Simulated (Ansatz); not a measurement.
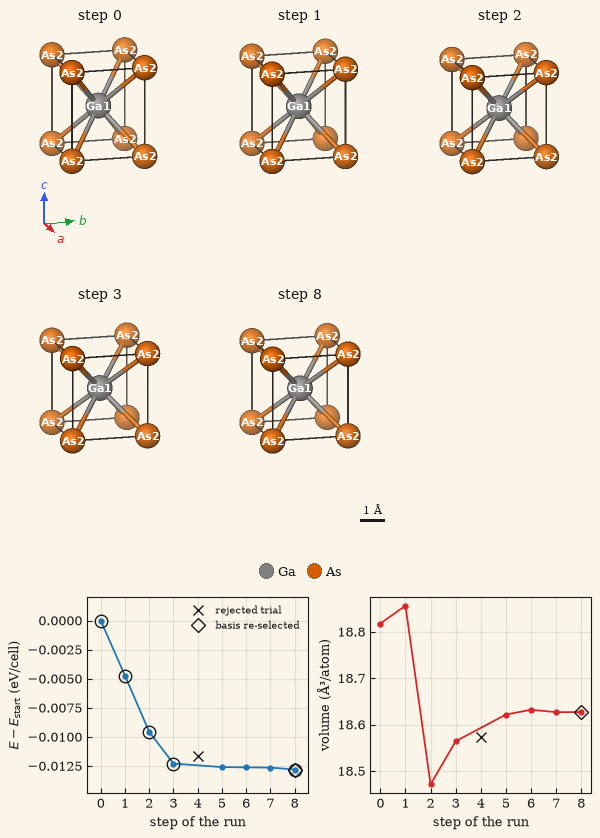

Frames of a relaxation of solid GaAs (built on the CuAu (L1_0)_123 type), marked on the history of the run. A ball-and-stick model of the cell of the calculation, seen slightly off an axis.

Case: CuAu (L1_0) type (P4/mmm, No. 123).

All numbers below come from DFT r2SCAN, scalar-relativistic, plane waves, PAW (Ansatz 0.2.0). Settings: plane-wave cutoff 500 eV; k-point mesh 18 × 18 × 14; occupations gaussian; smearing width 0.1 eV; no spin polarisation; cell and atoms relaxed; force threshold 0.01 eV/Å; at most 80 steps.

What happens along the run?

Answer. Over 6 accepted moves (8 points after the start) the energy falls by 12.8 meV per cell of the calculation. All forces vanish by symmetry, so only the cell relaxes. The pressure goes from 0.07 to 0.00 GPa. The line search rejected the trial step at point 4 of the run. At 1 point the geometry stayed and the basis and grid were re-selected for the new cell (energy shift of 0.2 meV per cell of the calculation at most each time). No atom moves by more than 0.005 Å relative to the cell. The drawn cell changes as follows: a = b 3.142 → 3.257 Å (+3.6 %), c 3.813 → 3.513 Å (−7.9 %); the volume changes by −1.0 %. Among the contacts that change: Ga1–As2 2.927 → 2.896 Å. The space group stays P4/mmm (No. 123). Cost: 6.1 min on 1 thread of Arm Neoverse V2, on a shared host, peak memory 0.73 GiB. From step 0 to 1: volume +0.2 %, energy −4.7 meV per cell of the calculation. From step 1 to 2: volume −2.0 %, energy −4.8 meV per cell of the calculation. From step 2 to 3: volume +0.5 %, energy −2.7 meV per cell of the calculation. From step 3 to 8: volume +0.3 %, energy −0.5 meV per cell of the calculation.
